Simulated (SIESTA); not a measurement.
System: BaZrO₃ (space group Pm-3m).

Calculation (SIESTA 5.4.2): DFT in numerical atomic orbitals with pseudopotentials, no spin polarisation; energies at scaled volumes of the given cell, shape and fractions fixed, counted from the fit's minimum, third-order Birch-Murnaghan fit. All runs: no spin polarisation.

```json
{"setting": "occupations", "value": "Fermi–Dirac"}
{"setting": "smearing width", "value": "0.05 eV"}
{"setting": "potentials", "value": "PseudoDojo 0.4 standard, converted to PSML, two zetas on semicore shells"}
```

Settings that differ: LDA: k mesh 4×4×4; PBE: k mesh 6×6×6; PBEsol: k mesh 4×4×4.

What does the calculation give for the pressure against volume, with one curve for each functional? The cases: LDA; PBE; PBEsol.

The fitted equilibrium volumes, smallest first, are LDA 14.538, PBEsol 14.879, PBE 15.378 Å³/atom. The fitted bulk moduli, smallest first, are PBE 148.6, PBEsol 161.3, LDA 173.4 GPa. For LDA, the pressure falls from 9.45 GPa at volume 13.84 Å³/atom to −10.50 GPa at 15.61 Å³/atom, and changes sign near 14.54 Å³/atom. For PBE, the pressure falls from 19.72 GPa at volume 13.84 Å³/atom to −2.09 GPa at 15.61 Å³/atom, and changes sign near 15.38 Å³/atom.

LDA:
```tsv
volume (Å³/atom)	pressure (GPa)
13.84	9.45
14.14	5.20
14.43	1.27
14.73	-2.15
15.02	-5.28
15.32	-8.01
15.61	-10.50
```

PBE:
```tsv
volume (Å³/atom)	pressure (GPa)
13.84	19.72
14.14	15.03
14.43	10.85
14.73	7.09
15.02	3.65
15.32	0.59
15.61	-2.09
```

PBEsol:
```tsv
volume (Å³/atom)	pressure (GPa)
13.84	13.68
14.14	9.27
14.43	5.27
14.73	1.73
15.02	-1.52
15.32	-4.40
15.61	-6.91
```

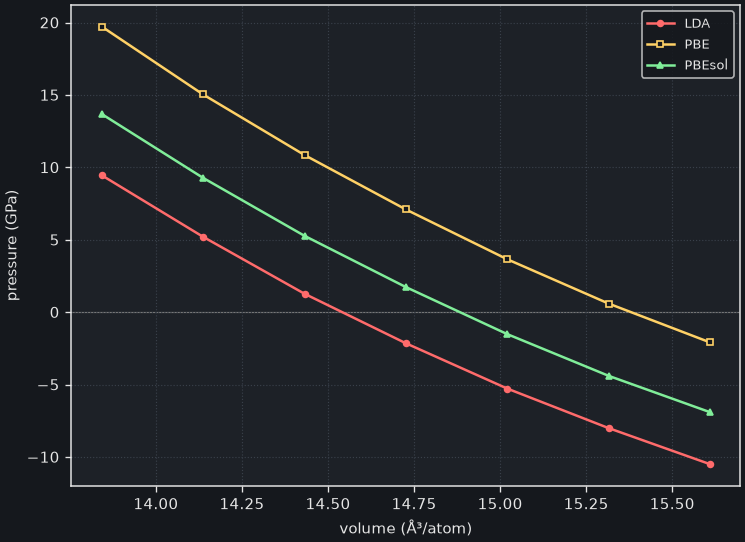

Keep in mind: mulliken charges of long orbitals.
